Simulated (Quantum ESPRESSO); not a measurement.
# NiSi2: single-point calculation (part 1 of 2)

The run: single-point calculation of NiSi2 (Fm-3m, 3 atoms in the cell). Method and program: Kohn-Sham DFT of a periodic cell, PBE, SG15 PBE 1.2, spin-polarised (Quantum ESPRESSO 7.5).

The structure derives from an entry of the Crystallography Open Database. The volume is scaled by 0.94.

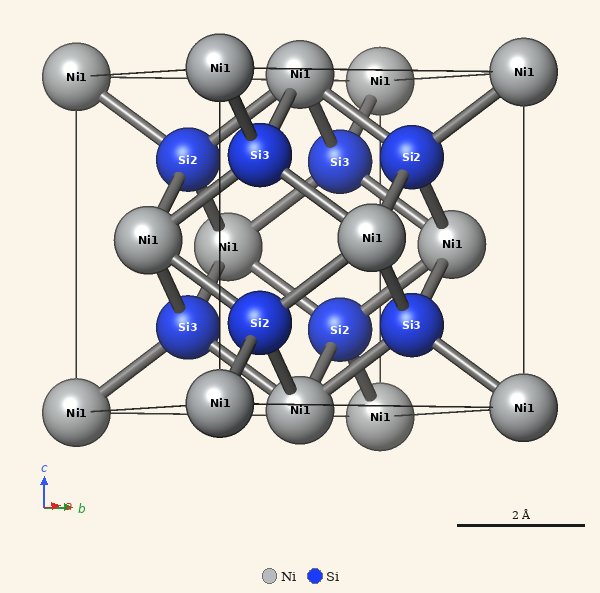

*The structure (ball-and-stick view of the cell 4 times as large as that of the calculation, set on its symmetry axes, seen at an oblique angle; atoms are numbered from 1 in the order of the input).*

Near neighbours in the crystal (not all of them lie inside the picture): Ni has 8 Si at 2.29 Å; Si has 4 Ni at 2.29 Å.

### Results in brief

```csv
quantity,value
outcome,converged
space group (tolerance 0.01 Å),Fm-3m (225)
electrons treated,26
free energy,−4410.2034 eV
Fermi energy,14.981 eV
gap on the k-point mesh,none (metallic)
net moment of the cell,0.00 μB
integrated absolute moment,0.00 μB
pressure,15.91 GPa
largest force (length of the vector),under 0.001 eV/Å
hardware,"1 thread of Arm Neoverse V2, 24 GiB of memory available, shared host"
wall time,71 s
peak memory,0.12 GiB
```

### Remarks

The cell is under a pressure of 15.9 GPa at this level, so it is not at its equilibrium volume.

### The input
```
&CONTROL
  calculation = 'scf'
  prefix = 'pwscf'
  outdir = './tmp'
  pseudo_dir = './pseudo'
  tprnfor = .true.
  tstress = .true.
  disk_io = 'nowf'
/
&SYSTEM
  ibrav = 0
  nat = 3
  ntyp = 2
  ecutwfc = 70
  nbnd = 23
  occupations = 'smearing'
  smearing = 'fd'
  degauss = 0.00367493
  nspin = 2
  starting_magnetization(1) = 0.0556
  starting_magnetization(2) = 0
/
&ELECTRONS
  conv_thr = 6d-10
  electron_maxstep = 120
  mixing_beta = 0.3
/
ATOMIC_SPECIES
Ni    58.6934 Ni_ONCV_PBE-1.2.upf
Si    28.0850 Si_ONCV_PBE-1.2.upf
CELL_PARAMETERS angstrom
   0.0000000000    2.6478212519    2.6478212519
   2.6478212519    0.0000000000    2.6478212519
   2.6478212519    2.6478212519    0.0000000000
ATOMIC_POSITIONS crystal
Ni     0.0000000000    0.0000000000    0.0000000000
Si     0.7500000000    0.7500000000    0.7500000000
Si     0.2500000000    0.2500000000    0.2500000000
K_POINTS automatic
9 9 9 0 0 0
```

Launched with:
```bash
OMP_NUM_THREADS=1 pw.x -in pw.in > pw.out
```

### What the program printed
```
This program is part of the open-source Quantum ESPRESSO suite
     for quantum simulation of materials; please cite
         "P. Giannozzi et al., J. Phys.:Condens. Matter 21 395502 (2009);
         "P. Giannozzi et al., J. Phys.:Condens. Matter 29 465901 (2017);
         "P. Giannozzi et al., J. Chem. Phys. 152 154105 (2020);
          URL
     in publications or presentations arising from this work. More details at

     Message from routine setup:
     using ibrav=0 with symmetry is DISCOURAGED, use correct ibrav instead

     G-vector sticks info
     --------------------
     sticks:   dense  smooth     PW     G-vecs:    dense   smooth      PW
     Sum         955     955    295                19795    19795    3287

     Using Slab Decomposition

     bravais-lattice index     =            0
     lattice parameter (alat)  =       7.0762  a.u.
     unit-cell volume          =     250.5490 (a.u.)^3
     number of atoms/cell      =            3
     number of atomic types    =            2
     number of electrons       =        26.00
     number of Kohn-Sham states=           23
     kinetic-energy cutoff     =      70.0000  Ry
     charge density cutoff     =     280.0000  Ry
     scf convergence threshold =      6.0E-10
     mixing beta               =       0.3000
     number of iterations used =            8  plain     mixing
     Exchange-correlation= PBE
                           (   1   4   3   4   0   0   0)

     celldm(1)=   7.076240  celldm(2)=   0.000000  celldm(3)=   0.000000
     celldm(4)=   0.000000  celldm(5)=   0.000000  celldm(6)=   0.000000

     crystal axes: (cart. coord. in units of alat)
               a(1) = (   0.000000   0.707107   0.707107 )
               a(2) = (   0.707107   0.000000   0.707107 )
               a(3) = (   0.707107   0.707107   0.000000 )

     reciprocal axes: (cart. coord. in units 2 pi/alat)
               b(1) = ( -0.707107  0.707107  0.707107 )
               b(2) = (  0.707107 -0.707107  0.707107 )
               b(3) = (  0.707107  0.707107 -0.707107 )

     PseudoPot. # 1 for Ni read from file:
     Ni_ONCV_PBE-1.2.upf
     Pseudo is Norm-conserving, Zval = 18.0
     Generated using ONCVPSP code by D. R. Hamann
     Using radial grid of  602 points,  6 beta functions with:
                l(1) =   0
                l(2) =   0
                l(3) =   1
                l(4) =   1
                l(5) =   2
                l(6) =   2

     PseudoPot. # 2 for Si read from file:
     Si_ONCV_PBE-1.2.upf
     Pseudo is Norm-conserving, Zval =  4.0
     Generated using ONCVPSP code by D. R. Hamann
     Using radial grid of  602 points,  4 beta functions with:
                l(1) =   0
                l(2) =   0
                l(3) =   1
                l(4) =   1

     atomic species   valence    mass     pseudopotential
     Ni               18.00    58.69340     Ni( 1.00)
     Si                4.00    28.08500     Si( 1.00)

     Starting magnetic structure
     atomic species   magnetization
     Ni              0.056
     Si              0.000

     48 Sym. Ops., with inversion, found

   Cartesian axes

     site n.     atom                  positions (alat units)
         1        Ni     tau(   1) = (   0.0000000   0.0000000   0.0000000  )
         2        Si     tau(   2) = (   1.0606602   1.0606602   1.0606602  )
         3        Si     tau(   3) = (   0.3535534   0.3535534   0.3535534  )

     number of k points=    35  Fermi-Dirac smearing, width (Ry)=  0.0037
                       cart. coord. in units 2pi/alat
        k(    1) = (   0.0000000   0.0000000   0.0000000), wk =   0.0013717
        k(    2) = (   0.0785674   0.0785674  -0.0785674), wk =   0.0109739
        k(    3) = (   0.1571348   0.1571348  -0.1571348), wk =   0.0109739
        k(    4) = (   0.2357023   0.2357023  -0.2357023), wk =   0.0109739
        k(    5) = (   0.3142697   0.3142697  -0.3142697), wk =   0.0109739
        k(    6) = (   0.1571348   0.0000000  -0.0000000), wk =   0.0082305
        k(    7) = (   0.2357023   0.0785674  -0.0785674), wk =   0.0329218
        k(    8) = (   0.3142697   0.1571348  -0.1571348), wk =   0.0329218
        k(    9) = (   0.3928371   0.2357023  -0.2357023), wk =   0.0329218
        k(   10) = (  -0.2357023  -0.3928371   0.3928371), wk =   0.0329218
        k(   11) = (  -0.1571348  -0.3142697   0.3142697), wk =   0.0329218
        k(   12) = (  -0.0785674  -0.2357023   0.2357023), wk =   0.0329218
        k(   13) = (  -0.0000000  -0.1571348   0.1571348), wk =   0.0164609
        k(   14) = (   0.3142697   0.0000000  -0.0000000), wk =   0.0082305
        k(   15) = (   0.3928371   0.0785674  -0.0785674), wk =   0.0329218
        k(   16) = (   0.4714045   0.1571348  -0.1571348), wk =   0.0329218
        k(   17) = (  -0.1571348  -0.4714045   0.4714045), wk =   0.0329218
        k(   18) = (  -0.0785674  -0.3928371   0.3928371), wk =   0.0329218
        k(   19) = (  -0.0000000  -0.3142697   0.3142697), wk =   0.0164609
        k(   20) = (   0.4714045   0.0000000  -0.0000000), wk =   0.0082305
        k(   21) = (   0.5499719   0.0785674  -0.0785674), wk =   0.0329218
        k(   22) = (  -0.0785674  -0.5499719   0.5499719), wk =   0.0329218
        k(   23) = (  -0.0000000  -0.4714045   0.4714045), wk =   0.0164609
        k(   24) = (   0.6285394   0.0000000  -0.0000000), wk =   0.0082305
        k(   25) = (  -0.0000000  -0.6285394   0.6285394), wk =   0.0164609
        k(   26) = (   0.3142697   0.1571348  -0.0000000), wk =   0.0329218
        k(   27) = (   0.3928371   0.2357023  -0.0785674), wk =   0.0658436
        k(   28) = (  -0.2357023  -0.3928371   0.5499719), wk =   0.0658436
        k(   29) = (   0.4714045   0.1571348  -0.0000000), wk =   0.0329218
        k(   30) = (  -0.1571348  -0.4714045   0.6285394), wk =   0.0658436
        k(   31) = (  -0.0785674  -0.3928371   0.5499719), wk =   0.0658436
        k(   32) = (  -0.0000000  -0.3142697   0.4714045), wk =   0.0329218
        k(   33) = (  -0.0785674  -0.5499719   0.7071068), wk =   0.0329218
        k(   34) = (  -0.0000000  -0.4714045   0.6285394), wk =   0.0329218
        k(   35) = (  -0.0785674  -0.3928371   0.7071068), wk =   0.0329218

     Dense  grid:    19795 G-vectors     FFT dimensions: (  40,  40,  40)

     Generating pointlists ...
     new r_m :   0.2526 (alat units)  1.7875 (a.u.) for type    1
     new r_m :   0.2526 (alat units)  1.7875 (a.u.) for type    2

     Initial potential from superposition of free atoms

     starting charge      25.8761, renormalised to      26.0000
     Starting wfcs are random

     Self-consistent Calculation

     iteration #  1     ecut=    70.00 Ry     beta= 0.30
     Davidson diagonalization with overlap
     ethr =  1.00E-02,  avg # of iterations = 10.6

     Threshold (ethr) on eigenvalues was too large:
     Diagonalizing with lowered threshold

     Davidson diagonalization with overlap
     ethr =  4.61E-04,  avg # of iterations =  1.7

     total energy              =    -324.13729872 Ry
     estimated scf accuracy    <       0.11980732 Ry

     total magnetization       =     0.19 Bohr mag/cell
     absolute magnetization    =     0.24 Bohr mag/cell

     iteration #  2     ecut=    70.00 Ry     beta= 0.30
     Davidson diagonalization with overlap
     ethr =  4.61E-04,  avg # of iterations =  1.1

     total energy              =    -324.13928580 Ry
     estimated scf accuracy    <       0.05074780 Ry

     total magnetization       =     0.16 Bohr mag/cell
     absolute magnetization    =     0.23 Bohr mag/cell

     iteration #  3     ecut=    70.00 Ry     beta= 0.30
     Davidson diagonalization with overlap
     ethr =  1.95E-04,  avg # of iterations =  1.1

     total energy              =    -324.14050092 Ry
     estimated scf accuracy    <       0.02222350 Ry

     total magnetization       =     0.14 Bohr mag/cell
     absolute magnetization    =     0.18 Bohr mag/cell

     iteration #  4     ecut=    70.00 Ry     beta= 0.30
     Davidson diagonalization with overlap
     ethr =  8.55E-05,  avg # of iterations =  1.3

     total energy              =    -324.14349538 Ry
     estimated scf accuracy    <       0.00144250 Ry

     total magnetization       =     0.07 Bohr mag/cell
     absolute magnetization    =     0.11 Bohr mag/cell

     iteration #  5     ecut=    70.00 Ry     beta= 0.30
     Davidson diagonalization with overlap
     ethr =  5.55E-06,  avg # of iterations =  4.7

     total energy              =    -324.14375486 Ry
     estimated scf accuracy    <       0.00069526 Ry

     total magnetization       =     0.01 Bohr mag/cell
     absolute magnetization    =     0.03 Bohr mag/cell

     iteration #  6     ecut=    70.00 Ry     beta= 0.30
     Davidson diagonalization with overlap
     ethr =  2.67E-06,  avg # of iterations =  1.9

     total energy              =    -324.14391768 Ry
     estimated scf accuracy    <       0.00024669 Ry

     total magnetization       =     0.01 Bohr mag/cell
     absolute magnetization    =     0.03 Bohr mag/cell

     iteration #  7     ecut=    70.00 Ry     beta= 0.30
     Davidson diagonalization with overlap
     ethr =  9.49E-07,  avg # of iterations =  1.4

     total energy              =    -324.14396528 Ry
     estimated scf accuracy    <       0.00000717 Ry

     total magnetization       =    -0.00 Bohr mag/cell
     absolute magnetization    =     0.00 Bohr mag/cell

     iteration #  8     ecut=    70.00 Ry     beta= 0.30
     Davidson diagonalization with overlap
     ethr =  2.76E-08,  avg # of iterations =  2.0

     total energy              =    -324.14396738 Ry
     estimated scf accuracy    <       0.00000080 Ry

     total magnetization       =     0.00 Bohr mag/cell
     absolute magnetization    =     0.00 Bohr mag/cell

     iteration #  9     ecut=    70.00 Ry     beta= 0.30
     Davidson diagonalization with overlap
     ethr =  3.07E-09,  avg # of iterations =  2.0

     total energy              =    -324.14396760 Ry
     estimated scf accuracy    <       0.00000030 Ry

     total magnetization       =     0.00 Bohr mag/cell
     absolute magnetization    =     0.00 Bohr mag/cell

     iteration # 10     ecut=    70.00 Ry     beta= 0.30
     Davidson diagonalization with overlap
     ethr =  1.15E-09,  avg # of iterations =  2.0

     total energy              =    -324.14396773 Ry
     estimated scf accuracy    <          9.9E-09 Ry

     total magnetization       =    -0.00 Bohr mag/cell
     absolute magnetization    =     0.00 Bohr mag/cell

     iteration # 11     ecut=    70.00 Ry     beta= 0.30
     Davidson diagonalization with overlap
     ethr =  3.82E-11,  avg # of iterations =  2.2

     total energy              =    -324.14396773 Ry
     estimated scf accuracy    <          6.4E-10 Ry

     total magnetization       =     0.00 Bohr mag/cell
     absolute magnetization    =     0.00 Bohr mag/cell

     iteration # 12     ecut=    70.00 Ry     beta= 0.30
     Davidson diagonalization with overlap
     ethr =  2.46E-12,  avg # of iterations =  2.5

     Magnetic moment per site  (integrated on atomic sphere of radius R)
     atom   1 (R=0.253)  charge= 16.5369  magn=  0.0000
     atom   2 (R=0.253)  charge=  1.7213  magn=  0.0000
     atom   3 (R=0.253)  charge=  1.7213  magn=  0.0000

     End of self-consistent calculation

 ------ SPIN UP ------------

          k = 0.0000 0.0000 0.0000 (  2445 PWs)   bands (ev):

   -90.0058 -50.4111 -50.4111 -50.4111   0.4847   9.2953   9.2953   9.2953
    11.0702  11.0702  15.1287  16.7239  16.7239  16.7239  17.0858  17.0858
    17.0858  19.8158  19.8158  19.8158  21.8376  21.8376  24.2814

          k = 0.0786 0.0786-0.0786 (  2505 PWs)   bands (ev):

   -90.0058 -50.4113 -50.4111 -50.4111   0.6764   8.9563   9.3556   9.3556
    11.0352  11.0352  14.3063  15.7904  15.8741  15.8741  17.9417  17.9417
    19.0082  19.1673  19.1673  19.4887  23.0878  23.0878  25.1369

          k = 0.1571 0.1571-0.1571 (  2505 PWs)   bands (ev):

   -90.0058 -50.4117 -50.4112 -50.4112   1.2454   8.0005   9.5052   9.5052
    10.9865  10.9865  12.5849  14.9430  14.9430  16.2146  17.6329  17.6329
    18.7610  19.9824  19.9824  20.8990  25.2907  25.2907  27.4394

          k = 0.2357 0.2357-0.2357 (  2473 PWs)   bands (ev):

   -90.0058 -50.4122 -50.4113 -50.4113   2.1704   6.5810   9.6511   9.6511
    11.0509  11.0509  11.4534  14.0656  14.0656  16.6376  17.0635  17.0635
    18.1915  21.7528  21.7528  22.6944  27.6678  27.6678  29.3570

          k = 0.3143 0.3143-0.3143 (  2482 PWs)   bands (ev):

   -90.0058 -50.4125 -50.4114 -50.4114   3.3876   5.0156   9.7152   9.7152
    10.9455  11.2315  11.2315  13.4374  13.4374  16.8007  16.8007  16.8031
    17.9381  23.7167  23.7167  24.6529  26.8190  26.8190  27.3260

          k = 0.1571 0.0000-0.0000 (  2493 PWs)   bands (ev):

   -90.0058 -50.4113 -50.4112 -50.4112   0.7403   8.9793   9.3245   9.3245
    10.9042  11.1218  14.8925  14.9186  14.9186  16.1072  17.6786  18.0168
    19.2325  19.2325  20.1273  20.1273  21.9010  23.8966  25.3755

          k = 0.2357 0.0786-0.0786 (  2494 PWs)   bands (ev):

   -90.0058 -50.4116 -50.4113 -50.4112   1.1835   8.3420   9.4070   9.4560
    10.7231  11.1542  13.0915  14.0978  14.8790  15.7189  17.8112  18.1058
    19.2219  19.8699  20.8435  21.1330  23.3143  25.5472  27.0866

          k = 0.3143 0.1571-0.1571 (  2488 PWs)   bands (ev):

   -90.0058 -50.4120 -50.4113 -50.4113   1.9905   7.1520   9.5503   9.5926
    10.6487  11.2123  11.6689  13.4228  13.9965  15.7749  18.2460  18.2611
    18.8383  19.6029  22.5422  23.0598  25.5988  27.7206  29.2823

          k = 0.3928 0.2357-0.2357 (  2483 PWs)   bands (ev):

   -90.0058 -50.4124 -50.4114 -50.4114   3.1203   5.6455   9.5786   9.6896
    10.6964  11.0788  11.2940  12.9982  13.1596  15.8029  17.5810  18.4680
    18.7776  21.1013  24.3217  24.9887  26.4807  26.8540  28.9488

          k =-0.2357-0.3928 0.3928 (  2472 PWs)   bands (ev):

   -90.0058 -50.4125 -50.4115 -50.4114   3.9448   4.7030   9.4581   9.8007
    10.6643  11.1470  11.2623  12.6462  13.1666  15.9494  17.1952  18.1921
    19.0343  23.2309  23.5099  24.1954  27.3742  27.5677  27.8044

          k =-0.1571-0.3143 0.3143 (  2474 PWs)   bands (ev):

   -90.0058 -50.4123 -50.4115 -50.4113   2.7123   6.1519   9.3424   9.8514
    10.8450  11.0621  11.2758  12.7228  13.9448  16.3203  17.0441  17.7819
    19.5231  21.4452  22.0178  24.9322  26.0154  27.9046  29.5827

          k =-0.0786-0.2357 0.2357 (  2488 PWs)   bands (ev):

   -90.0058 -50.4119 -50.4114 -50.4112   1.6823   7.5652   9.2874   9.7311
    10.7560  11.1484  12.0433  13.1868  15.0834  16.8908  17.0402  17.3281
    19.6830  20.0398  20.4824  23.0599  24.5467  27.5947  28.5347

          k =-0.0000-0.1571 0.1571 (  2503 PWs)   bands (ev):

   -90.0058 -50.4115 -50.4112 -50.4111   0.9939   8.5294   9.2980   9.5098
    10.8829  11.0887  13.7126  13.7403  16.3733  16.4304  16.8890  18.0550
    18.7343  19.3350  20.2068  20.9249  23.0189  25.1698  26.4080

          k = 0.3143 0.0000-0.0000 (  2501 PWs)   bands (ev):

   -90.0058 -50.4117 -50.4114 -50.4114   1.4986   8.3072   9.4340   9.4340
    10.3120  11.2547  13.2985  13.2985  13.6935  14.6891  16.9061  19.7409
    20.7830  20.7830  22.0823  22.1246  22.1246  25.8987  27.9609

          k = 0.3928 0.0786-0.0786 (  2482 PWs)   bands (ev):

   -90.0058 -50.4120 -50.4115 -50.4115   2.1787   7.6455   9.4611   9.5587
     9.9483  11.3258  11.8418  12.6633  13.0812  15.0052  17.1289  20.0352
    20.5100  20.8553  23.6845  23.8144  23.9272  27.3058  29.2952

          k = 0.4714 0.1571-0.1571 (  2473 PWs)   bands (ev):

   -90.0058 -50.4123 -50.4116 -50.4115   3.1917   6.4509   9.0745   9.7353
     9.9146  11.0790  11.3336  12.3086  12.5493  15.2690  18.4155  19.0762
    20.4087  20.9913  25.1151  25.9319  26.0787  26.7210  27.6757

          k =-0.1571-0.4714 0.4714 (  2467 PWs)   bands (ev):
```
